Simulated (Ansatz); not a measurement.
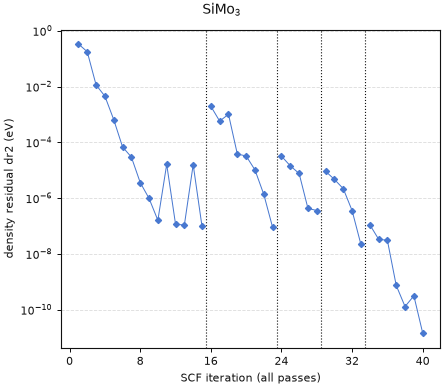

The plot shows the SCF iterations of a calculation: density residual dr2. Each stretch between dotted lines is the SCF of one geometry step of a relaxation. The starting density is a sum of atomic densities corrected by a trained network. Pass 5 re-solves the same geometry on a plane-wave basis chosen afresh for the new cell.

SiMo$_{3}$ (4 atoms in the cell), run with Ansatz.

```
crystal:
  lattice:
    - [3.5875617196, 0.0, 0.0]
    - [0.0, 3.5875617196, 0.0]
    - [0.0, 0.0, 5.2733473424]
  atoms:
    - { symbol: Si, position: [0.0, 0.0, 0.5] }
    - { symbol: Mo, position: [0.0, 0.0, 0.0] }
    - { symbol: Mo, position: [0.5, 0.5, 0.5] }
    - { symbol: Mo, position: [0.5, 0.5, 0.0] }
basis:
  ecutwfc: 420
kpoints:
  mp_grid: { grid: [14, 14, 10] }
hamiltonian:
  xc: pbe
scf:
  occupations: { method: fixed }
  max_iter: 100
output:
  forces: true
  eigenvalues: true
  stress: true
relax:
  adjacent_minimum: "off"
  f_tol: 0.01
  max_steps: 80
  cell: { stress_tol: 0.05 }
```

Launched with:
```bash
ansatz run input.yaml --threads 1 --pin off --max-ram 2560MiB --backend cpu --events-out ev --progress --plain --runs-dir out
```

**Did the calculation converge?**

It converged, after 40 iterations in all. There are 5 passes, of 15, 8, 5, 5 and 7 iterations. In pass 1 (steps counted along the axis), the residual falls unevenly and jumps up by a factor of two or more twice on the way down, most sharply at step 14 (by a factor of about 100). The relaxation met its thresholds.

**Is anything amiss with this input?**

The input holds an odd setting (fixed occupations whatever the gap). The SCF closed; whether the result suffers can't be told from this run alone.
